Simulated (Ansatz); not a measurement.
System Ge (space group Fd-3m, No. 227); source of the atomic positions: the end point of a relaxation with DFT PBE, scalar-relativistic, plane waves, PAW (Ansatz); the starting structure was generated, so it need not be a known form of this composition.

```
Ge
1.0
     5.76127    0.00000    0.00000
     0.00000    5.76127    0.00000
     0.00000    0.00000    5.76127
Ge
8
Direct
  0.00000 0.00000 0.50000
  0.25000 0.75000 0.25000
  0.00000 0.50000 0.00000
  0.25000 0.25000 0.75000
  0.50000 0.00000 0.00000
  0.75000 0.75000 0.75000
  0.50000 0.50000 0.50000
  0.75000 0.25000 0.25000
```

Bonds are taken as Ge–Ge below 2.8 Å. Simplification: prune 0- and 1-connected atoms, fold 2-connected ones into links.

Derive the underlying net.

The result is a uninodal 4-connected, three-periodic net: Ge is a 4-connected node. It is the dia net, known from diamond, zinc blende and cristobalite. It is a single net, without interpenetration.

```csv
node,links,point symbol,coordination sequence
Ge,4,6⁶,4 12 24 42 64 92 124 162 204 252
```

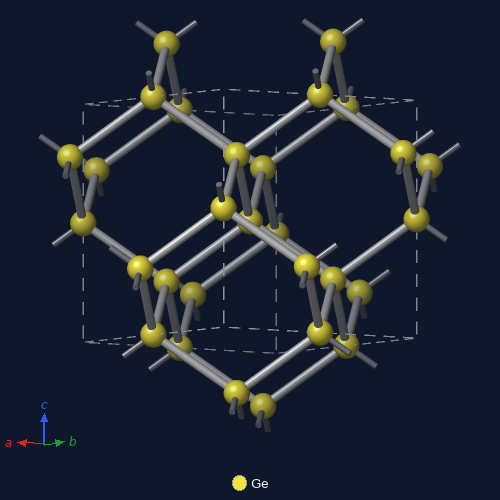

Nodes are coloured by topological kind. Edges to nodes outside the piece are drawn as stubs.
